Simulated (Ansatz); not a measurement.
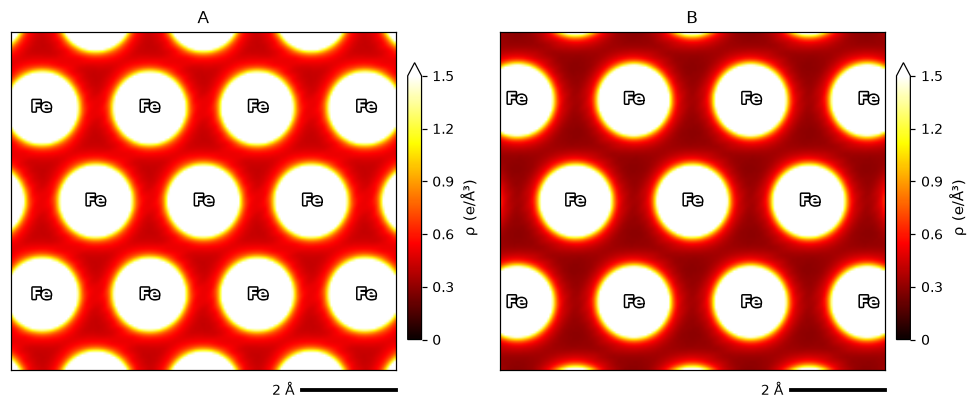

Fe. The valence charge density (pseudo) of two cells that differ in size, on the (001) plane of each (indices in the axes of the calculation cell), at one length scale and on one colour scale; one has 8.7 and the other 11.1 Å³ an atom.

All numbers below come from DFT, PBEsol, plane waves (420 eV) with PAW, scalar-relativistic (Ansatz).

In a PAW calculation such maps are meaningful between the atoms, not at the nuclei.

Q: Which panel shows the smaller cell, and what does the compression change?

A: Panel A is the smaller cell, by 21 % in volume. From the larger cell to the smaller, Fe–Fe goes from 2.50 to 2.31 Å, and the density at its midpoint from 0.35 to 0.5 e/Å³; the pressure goes from −28 to 54 GPa.
